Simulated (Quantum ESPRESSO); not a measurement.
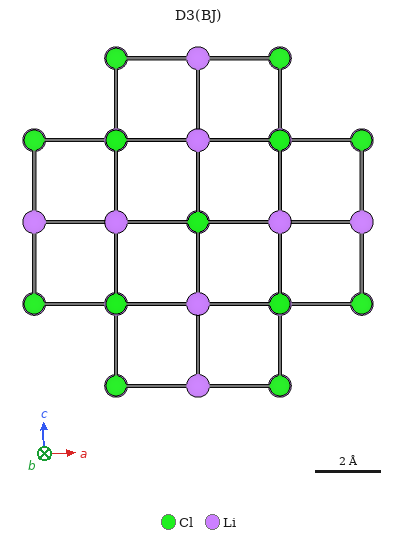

Crystalline LiCl (set up in Fm-3m), relaxed (cell and atoms) with several dispersion corrections. The picture shows the result with D3(BJ). The picture is a ball-and-stick view of the conventional cell (4 times the calculation's cell), seen along the b axis. Lengths and directions refer to the drawn axes.

Computed with Quantum ESPRESSO 7.5: PBE, PseudoDojo 0.4.1 SR PBE standard. Settings: plane-wave cutoff 1007 eV; k-point mesh 9 × 9 × 9; occupations fermi-dirac; smearing width 0.05 eV; optimiser LBFGS; no spin polarisation.

| dispersion correction | volume (Å³/atom) | a (Å) |
| --- | --- | --- |
| D4 | ? | ? |
| D3(BJ) | 16.037 | 5.044 |
| D3 | 16.532 | 5.095 |
| none | 17.067 | 5.149 |
| D2 | 16.524 | 5.094 |
| D3M(BJ) | 15.125 | 4.946 |

### Fill in the missing row.

With D4 the volume falls between D3(BJ) (16.037) and D2 (16.524). The calculation gives 16.493 Å³/atom (a = 5.091 Å). In order of volume: D3M(BJ) < D3(BJ) < D4 < D2 ≈ D3 < none; the spread is 12.8 %.

Each member starts from this one structure; whether another phase lies lower wasn't checked.
